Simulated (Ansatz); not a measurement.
# GaN: what the fields show

```cif
data_structure
_symmetry_space_group_name_H-M 'P 1'
_symmetry_Int_Tables_number 1
_cell_length_a 2.9223
_cell_length_b 2.9223
_cell_length_c 7.3513
_cell_angle_alpha 90.000
_cell_angle_beta 90.000
_cell_angle_gamma 120.000
_cell_volume 54.37
loop_
_atom_site_label
_atom_site_type_symbol
_atom_site_fract_x
_atom_site_fract_y
_atom_site_fract_z
_atom_site_occupancy
Ga1 Ga 0.00000 0.00000 0.00000 1
Ga2 Ga 0.66667 0.33333 0.33333 1
Ga3 Ga 0.33333 0.66667 0.66667 1
N1 N 0.33333 0.66667 0.16667 1
N2 N 0.00000 0.00000 0.50000 1
N3 N 0.66667 0.33333 0.83333 1
```

Space group R-3m; started from the rocksalt prototype, which need not be the ambient phase; changed on purpose from its base cell (epitaxial 111 strain -2.0%); computed pressure about 8 GPa in this cell.

The calculation used DFT, HSE06, plane waves, PAW (Ansatz 0.2.0).

Core electrons are frozen (PAW), and the valence fields are smoothed inside the atomic spheres.

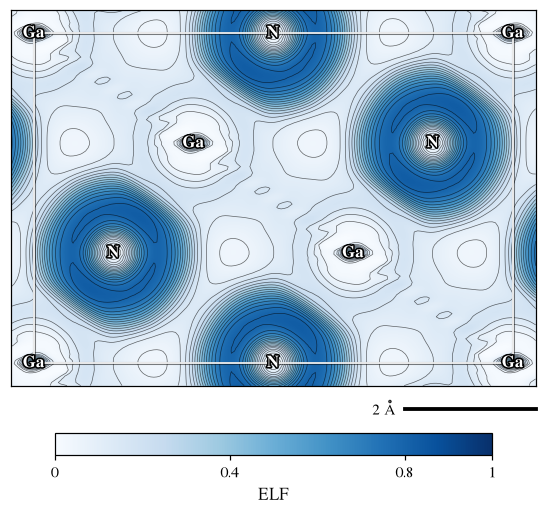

Figure 1. Electron localisation function on the (110) plane of the conventional cell.

Q: What do the fields say about this system?

A:
- The section cuts through Ga and N sites.
- Ga–N (2.09 Å): the ELF peaks at about 0.85 in the valence shell of N, 0.7 Å from its nucleus, and is about 0.35 at the midpoint.

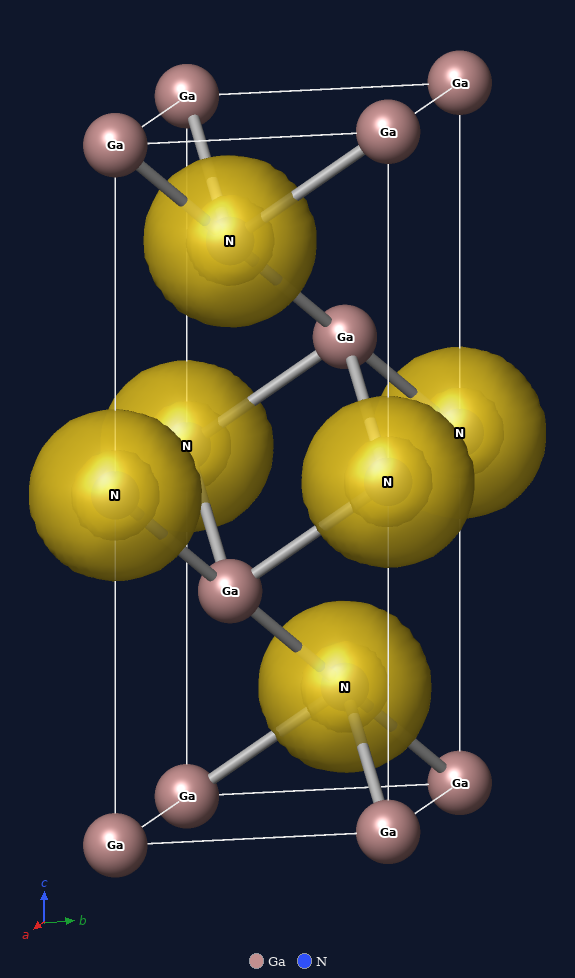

Figure 2. Isosurface of the electron localisation function at 0.7 (yellow), seen slightly off an axis. Core shells and regions of very low density are left out. Sticks mark near contacts.

Q: Describe the localisation domains.

A: The ELF exceeds this value in three regions wrapped around N (the valence shell of each), counted in one cell of 6 atoms. Any copies at cell faces, edges or corners count once.

Q: Does the calculation give a band gap?

A: It is gapped, with a Kohn–Sham gap of 2.1 eV on the k-point mesh, an upper bound to the gap of this method.
